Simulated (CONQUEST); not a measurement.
**Energy of Ta along an even scaling of the cell**

System: Ta (2 atoms in the cell).
Method: Kohn-Sham DFT of a periodic cell, PBEsol, PseudoDojo NC PBEsol, no spin polarisation (CONQUEST 1.3).

The 7 runs differ only in the geometry, by an even scaling of the cell at fixed fractional positions. The structure derives from an entry of the Crystallography Open Database.

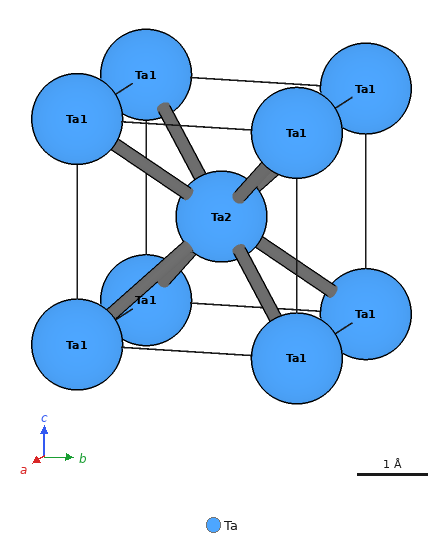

Figure 1. The structure of run 4 (ball-and-stick view of the cell of the calculation, seen slightly off an axis; atoms are numbered from 1 in the order of the input). An atom can appear more than once, as a periodic image.

### Input of run 4
```
IO.Title Ta
IO.Coordinates coords.dat
IO.FractionalAtomicCoords T
IO.Iprint 2
IO.Iprint_init 1
General.NumberOfSpecies 1
General.PseudopotentialType hamann
AtomMove.TypeOfRun static
AtomMove.FullStress T
Grid.PointsAlongX 32
Grid.PointsAlongY 32
Grid.PointsAlongZ 32
DM.SolutionMethod diagon
Diag.MPMesh T
Diag.GammaCentred T
Diag.MPMeshX 8
Diag.MPMeshY 8
Diag.MPMeshZ 8
Diag.kT 0.00183747
minE.SCTolerance 1e-6
SC.MaxIters 100
IO.AtomChargeOutput T
%block ChemicalSpeciesLabel
1 180.950 Ta
%endblock
```

Command:
```bash
OMP_NUM_THREADS=1 Conquest
```

Lattice vectors (Å) and fractional positions of run 4:
```
   3.302560    0.000000    0.000000
   0.000000    3.302560    0.000000
   0.000000    0.000000    3.302560
Ta  0.000000  0.000000  0.000000
Ta  0.500000  0.500000  0.500000
```

Run 5 has the same physical settings and fractional positions; its lattice vectors (Å) are:
```
   3.324432    0.000000    0.000000
   0.000000    3.324432    0.000000
   0.000000    0.000000    3.324432
```

### Results, with one run withheld

```tsv
run	volume per atom (Å³)	free energy per atom, from the lowest run given (meV)	pressure (GPa)
1	16.930	27.28	10.51
2	17.290	8.72	6.33
3	17.650	0.00	1.13
4	18.010	2.87	−3.35
5	18.371	?	?
6	18.731	33.03	−9.37
7	19.091	58.78	−13.15
```

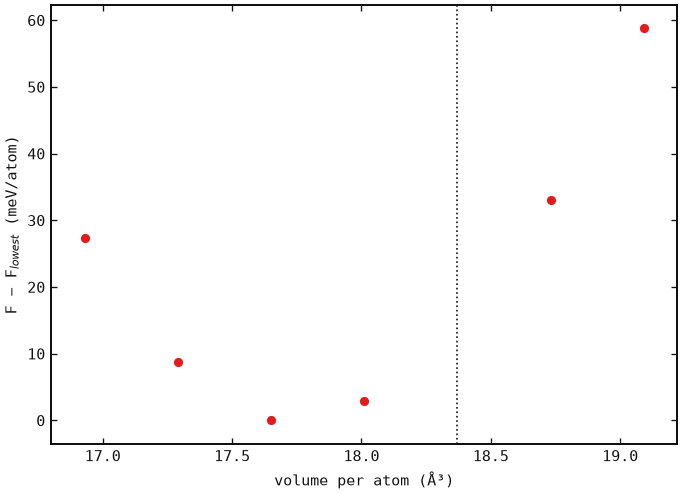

Figure 2. Free energy per atom of the runs given; the dotted line marks run 5.

Estimate the energy of run 5 from the others.

A cubic polynomial in V^(−2/3) (the Birch–Murnaghan form), fitted to the 6 runs given, misses them by at most 0.49 meV per atom. With x = V^(−2/3) − 0.14601 Å⁻², it reads F = 1.3548 − 2417 x + 1.215e+06 x² + 4.5975e+06 x³ (meV per atom). At run 5 it gives 13.93 meV per atom, and the run itself gives 14.53. The slope of the fit gives a pressure −dF/dV of −6.78 GPa there, and the run prints −7.01 GPa. The two needn't agree exactly: the fit is approximate, and the printed stress is taken on a finite basis. The fit has its minimum at 17.743 Å³ per atom, where V d²F/dV² gives 213 GPa: the bulk modulus at this level, since symmetry fixes the shape and the positions. The miss comes from the order of the polynomial or from scatter in that run; these data can't tell which.

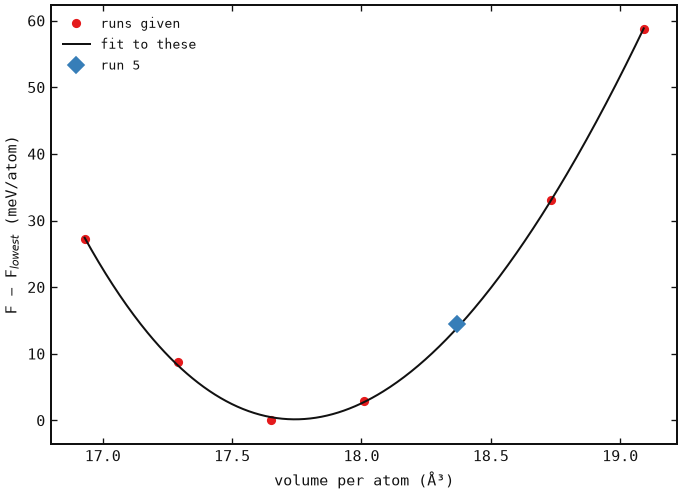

Figure 3. The fit and the withheld run.

### Some lines of the output (run 5)
```
[...]
          DFT Total Energy                 :      -130.131887461759447 Ha
          Free Energy (E-TS)               :      -130.141497199497650 Ha
          DFT Total Energy                 :      -130.139629707897427 Ha
          Free Energy (E-TS)               :      -130.140837854216159 Ha
          DFT Total Energy                 :      -130.139950427423884 Ha
          Free Energy (E-TS)               :      -130.140831043766468 Ha
          DFT Total Energy                 :      -130.139954248203736 Ha
          Free Energy (E-TS)               :      -130.140831480394979 Ha
          DFT Total Energy                 :      -130.139954237457999 Ha
          Free Energy (E-TS)               :      -130.140831290746405 Ha
          DFT Total Energy                 :      -130.139954306400540 Ha
      | Free Energy as E-TS      =      -130.140831290746405 Ha
      |* DFT total energy        =      -130.139954306400540 Ha
    force: Average pressure:     -7.00515086 GPa
```

Notes: Spin–orbit coupling is left out, which matters for Ta. With a small basis of atomic orbitals these values can differ much from converged plane-wave results.
